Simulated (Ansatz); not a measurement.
**Run report: Ru, single-point calculation (part 2 of 2)**

Continued. System: Ru (slab, 16 atoms in the cell). Method: DFT PBE+D3(BJ), scalar-relativistic, plane waves, PAW, no spin polarisation (Ansatz 0.2.0); cutoff 420 eV, 4×4×1 k-mesh, Gaussian smearing of 0.1 eV. The structure derives from an entry of the Crystallography Open Database. It belongs to a series of runs on one base structure; here: the slab at its places in the relaxed adsorbed structure.

Geometry of the input (Å; fractional positions):
```
5.3952  0.0000  0.0000
-2.6976  4.6724  0.0000
0.0000  0.0000  24.3987
Ru 0.3333  0.1667  0.3279
Ru 0.3333  0.6667  0.3279
Ru 0.8333  0.1667  0.3279
Ru 0.8333  0.6667  0.3279
Ru 0.1667  0.3333  0.4153
Ru 0.1667  0.8333  0.4153
Ru 0.6667  0.3333  0.4153
Ru 0.6667  0.8333  0.4153
Ru 0.3331  0.1663  0.5024
Ru 0.3336  0.6667  0.5034
Ru 0.8329  0.1660  0.5034
Ru 0.8329  0.6667  0.5034
Ru 0.1667  0.3325  0.5873
Ru 0.1667  0.8337  0.5872
Ru 0.6656  0.3326  0.5873
Ru 0.6662  0.8330  0.5896
```

Output, continued
```
  k-point 1: bands = ["-68.1021", "-68.0027", "-67.9842", "-67.9816", "-67.9762", "-67.9183", "-67.9067", "-67.9036", "-67.5830", "-67.5213", "-67.5155", "-67.5043", "-67.4717", "-67.4478", "-67.4331", "-67.4314", "-38.4701", "-38.4635", "-38.4473", "-38.4149", "-38.3933", "-38.3833", "-38.3624", "-38.1374", "-38.1213", "-38.1188", "-38.0463", "-38.0181", "-38.0124", "-37.9616", "-37.9246", "-37.9222", "-37.8566", "-37.8190", "-37.8169", "-37.7684", "-37.7236", "-37.7224", "-37.7099", "-37.7070", "-37.7031", "-37.7029", "-37.6398", "-37.6358", "-37.6221", "-37.5874", "-37.4789", "-37.4729", "-37.4636", "-37.4472", "-37.4113", "-37.4107", "-37.4096", "-37.3832", "-37.3756", "-37.3610", "-37.3160", "-37.3147", "-37.2875", "-37.2433", "-37.2327", "-37.1899", "-37.1673", "-37.1102", "-1.8951", "-0.8681", "-0.7549", "-0.6807", "-0.6521", "-0.6345", "-0.5854", "-0.5778", "-0.4488", "-0.4003", "-0.3840", "-0.3738", "0.0229", "0.2392", "0.4657", "0.4676", "0.6820", "0.7079", "0.7143", "0.8035", "0.8252", "0.8263", "1.4127", "1.4977", "1.5003", "1.7161", "1.9357", "2.0631", "2.0683", "2.0758", "2.4704", "2.5246", "2.5404", "2.5530", "2.6411", "2.6717", "2.7585", "2.7628", "3.0001", "3.0153", "3.1354", "3.2984", "3.3376", "3.3844", "3.4766", "3.4775", "3.5200", "3.5396", "3.6594", "3.8865", "3.8892", "3.9054", "4.2553", "4.3790", "4.4126", "4.4169", "4.5705", "4.7687", "4.8028", "4.8393", "5.0954", "5.1716", "5.1848", "5.2029", "5.5646", "5.7636", "5.7932", "5.7974", "5.8649", "5.9013", "5.9501", "5.9620", "6.1290", "6.2281", "6.3175", "6.3285", "6.3350", "6.3617", "6.4684", "6.4824", "6.5952", "6.6050", "6.8541", "6.8618", "6.8812", "7.3409", "8.1118", "8.6249", "8.8451", "8.8475"]
  k-point 2: bands = ["-68.0574", "-68.0487", "-67.9826", "-67.9763", "-67.9516", "-67.9492", "-67.9066", "-67.9037", "-67.5548", "-67.5415", "-67.5043", "-67.4856", "-67.4836", "-67.4741", "-67.4332", "-67.4314", "-38.3822", "-38.3691", "-38.3677", "-38.3485", "-38.3292", "-38.3230", "-38.1898", "-38.1790", "-38.1578", "-38.1466", "-38.0044", "-37.9984", "-37.9968", "-37.9846", "-37.9331", "-37.9314", "-37.9092", "-37.9083", "-37.8621", "-37.8566", "-37.7890", "-37.7746", "-37.6712", "-37.6711", "-37.6485", "-37.6437", "-37.6006", "-37.5953", "-37.5304", "-37.5183", "-37.4850", "-37.4674", "-37.4667", "-37.4641", "-37.4425", "-37.4371", "-37.4251", "-37.4207", "-37.4121", "-37.4078", "-37.3845", "-37.3840", "-37.3671", "-37.3646", "-37.2354", "-37.2206", "-37.1743", "-37.1692", "-0.8584", "-0.8489", "-0.2272", "-0.2155", "-0.1804", "-0.1786", "0.0089", "0.0343", "0.0460", "0.0531", "0.4602", "0.4681", "0.6048", "0.6175", "0.6320", "0.6428", "0.8996", "0.9002", "0.9676", "0.9953", "1.2595", "1.2889", "1.4100", "1.4337", "1.5783", "1.5808", "1.7107", "1.7282", "1.9797", "1.9867", "2.2744", "2.2787", "2.3017", "2.3425", "2.5687", "2.5950", "2.8619", "2.8973", "2.9634", "3.0453", "3.0727", "3.0937", "3.1259", "3.1744", "3.2265", "3.2390", "3.2726", "3.2862", "3.3617", "3.4039", "3.4462", "3.4633", "3.4854", "3.4927", "3.5069", "3.5199", "4.1091", "4.1209", "4.4321", "4.4464", "4.5272", "4.5361", "4.5613", "4.5837", "5.0632", "5.0845", "5.1319", "5.1563", "5.1873", "5.1899", "5.2966", "5.3227", "5.4919", "5.4956", "6.0861", "6.1036", "6.1303", "6.1434", "6.6581", "6.6786", "6.6856", "6.6929", "6.7403", "6.7595", "6.8392", "6.8473", "8.9650", "8.9664", "9.1520", "9.1538"]
  k-point 9: bands = ["-68.0574", "-68.0487", "-67.9826", "-67.9764", "-67.9516", "-67.9491", "-67.9067", "-67.9037", "-67.5550", "-67.5412", "-67.5045", "-67.4856", "-67.4836", "-67.4740", "-67.4332", "-67.4314", "-38.3825", "-38.3689", "-38.3678", "-38.3486", "-38.3294", "-38.3231", "-38.1901", "-38.1786", "-38.1574", "-38.1460", "-38.0047", "-37.9984", "-37.9970", "-37.9846", "-37.9330", "-37.9313", "-37.9093", "-37.9084", "-37.8622", "-37.8566", "-37.7891", "-37.7746", "-37.6712", "-37.6711", "-37.6485", "-37.6435", "-37.6008", "-37.5955", "-37.5304", "-37.5184", "-37.4851", "-37.4673", "-37.4666", "-37.4640", "-37.4425", "-37.4370", "-37.4250", "-37.4208", "-37.4121", "-37.4077", "-37.3844", "-37.3840", "-37.3671", "-37.3646", "-37.2355", "-37.2205", "-37.1744", "-37.1692", "-0.8585", "-0.8490", "-0.2267", "-0.2159", "-0.1806", "-0.1790", "0.0089", "0.0349", "0.0456", "0.0529", "0.4607", "0.4681", "0.6049", "0.6178", "0.6319", "0.6428", "0.8991", "0.9006", "0.9674", "0.9955", "1.2592", "1.2889", "1.4105", "1.4339", "1.5777", "1.5804", "1.7105", "1.7285", "1.9805", "1.9869", "2.2738", "2.2786", "2.3017", "2.3434", "2.5680", "2.5941", "2.8613", "2.8971", "2.9627", "3.0460", "3.0728", "3.0938", "3.1259", "3.1748", "3.2262", "3.2392", "3.2725", "3.2865", "3.3617", "3.4042", "3.4457", "3.4648", "3.4855", "3.4930", "3.5067", "3.5202", "4.1084", "4.1214", "4.4318", "4.4464", "4.5273", "4.5356", "4.5613", "4.5841", "5.0633", "5.0843", "5.1325", "5.1571", "5.1879", "5.1898", "5.2965", "5.3230", "5.4918", "5.4955", "6.0857", "6.1030", "6.1298", "6.1433", "6.6583", "6.6791", "6.6862", "6.6933", "6.7393", "6.7584", "6.8386", "6.8473", "8.9652", "8.9668", "9.1521", "9.1538"]
```

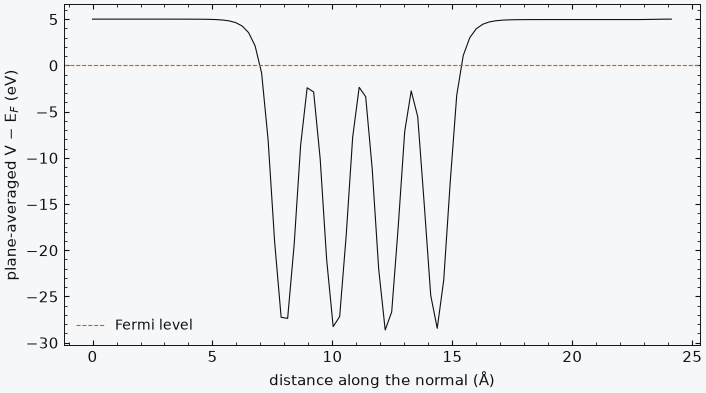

Figure 1. Plane average of the electrostatic potential energy of an electron across the cell, from the Fermi level. The vacuum level lies 4.96 eV above the Fermi level on the upper side and 5.01 eV on the lower.

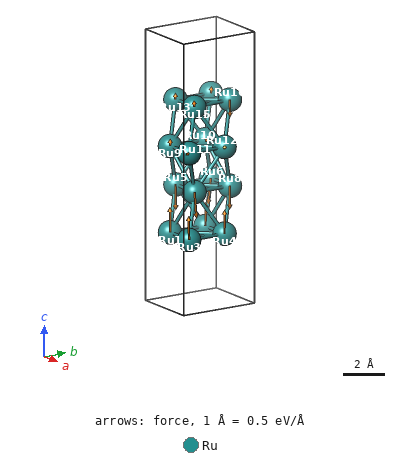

Figure 2. Forces on the atoms as orange arrows (ball-and-stick view of the cell of the calculation, with the vacuum cut short, seen slightly off an axis; atoms are numbered from 1 in the order of the input). The largest act on Ru5, Ru6, Ru7 (0.66 eV/Å); Ru1 (0.63 eV/Å); Ru2, Ru3, Ru4 (0.60 eV/Å); Ru8 (0.59 eV/Å), among others. The geometry is not a stationary point of this energy.

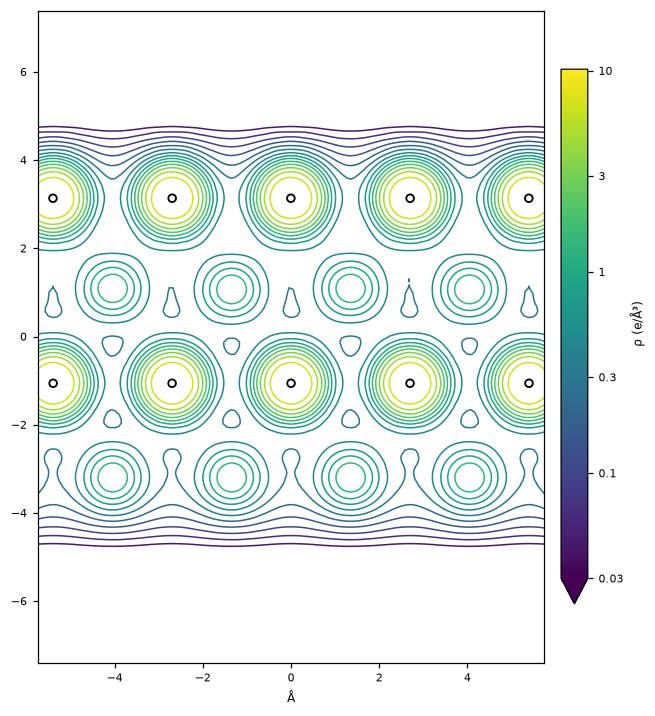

Figure 3. Valence electron density on the (100) plane of the calculation cell, a cut from vacuum to vacuum. Circles mark the nuclei in the plane (Ru). The section cuts through Ru sites. Ru–Ru (2.69 Å): the density is about 0.4 e/Å³ at the midpoint. The density dies away to nearly zero in the vacuum. Core electrons are frozen (PAW), so the fields are smoothed inside the atomic spheres.

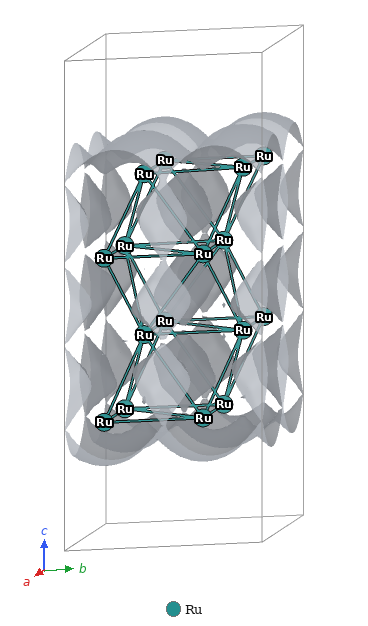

Figure 4. Isosurface of the valence pseudo-density at 0.3 e/Å³ (grey), seen slightly off an axis. Sticks mark near contacts. At this value the density is joined into sheets; it holds about 95 % of the electrons treated as valence (semicore included). On the grid the lowest density along these lines, outside the cores, is 0.5 e/Å³ (Ru–Ru, 2.57 Å), 0.46 e/Å³ (Ru–Ru, 2.62 Å) and 0.4 e/Å³ (Ru–Ru, 2.69 Å).
